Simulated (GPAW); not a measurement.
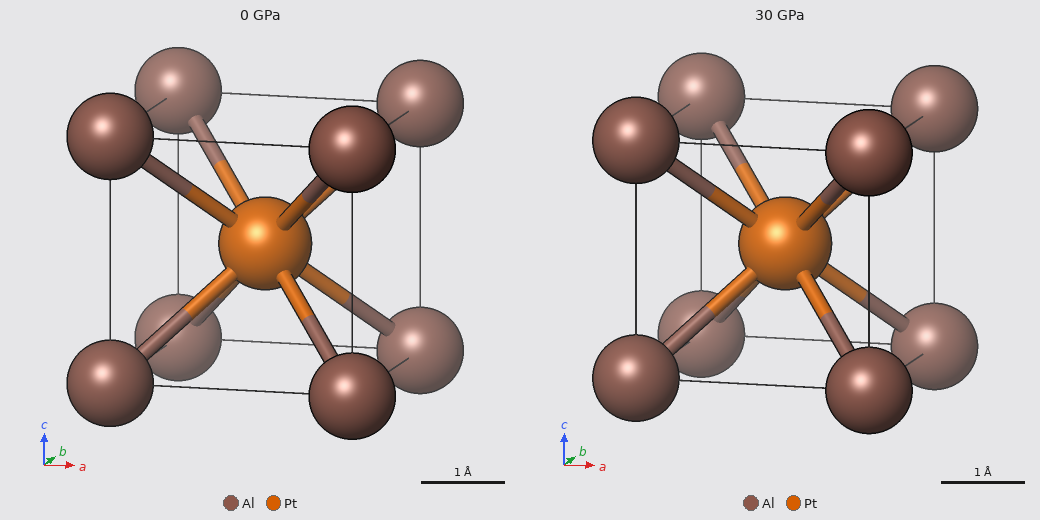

AlPt, caesium chloride (CsCl, B2) type, space group Pm-3m (No. 221), relaxed (cell and atoms) under a series of hydrostatic pressures; the conventional cell is drawn at the lowest and the highest, to one scale (sticks follow a distance rule). The start was a structure listed in the Materials Project. Other forms of this composition are known.

Alike in all runs: GPAW 26.7.0; functional PBEsol; potentials PAW data sets generated in the run's folder for this functional; cutoff 600 eV; k mesh 9 × 9 × 9 on the run's cell of 2 atoms; occupations fermi-dirac, width 0.05 eV; no spin polarisation; no spin-orbit coupling.

| pressure (GPa) | volume (Å³/atom) | a (Å) |
| --- | --- | --- |
| 0.1 | 14.361 | 3.062 |
| 2.0 | ? | ? |
| 5.0 | 14.038 | 3.039 |
| 9.9 | 13.744 | 3.018 |
| 19.8 | 13.245 | 2.981 |
| 30.0 | 12.819 | 2.949 |

> What equation of state do the given rows imply, and what volume does it predict for the missing row?

The fit gives V0 = 14.37 Å³/atom, B0 = 201 GPa and B0′ = 4.6, which puts the volume at 2.0 GPa at 14.23 Å³/atom. The run gave volume 14.232 Å³/atom; a 3.053 Å.

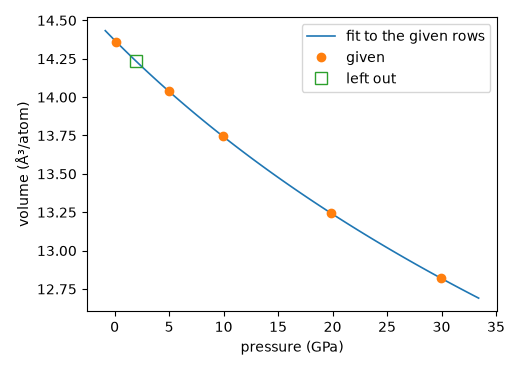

Volume against pressure, with the fit. The structure was kept in its own symmetry, so a change to another phase within this range wouldn't be seen.

Caveat: later steps reuse the first step's grids; spin-orbit coupling is left out, which matters for Pt, if less for volumes and forces than for levels.
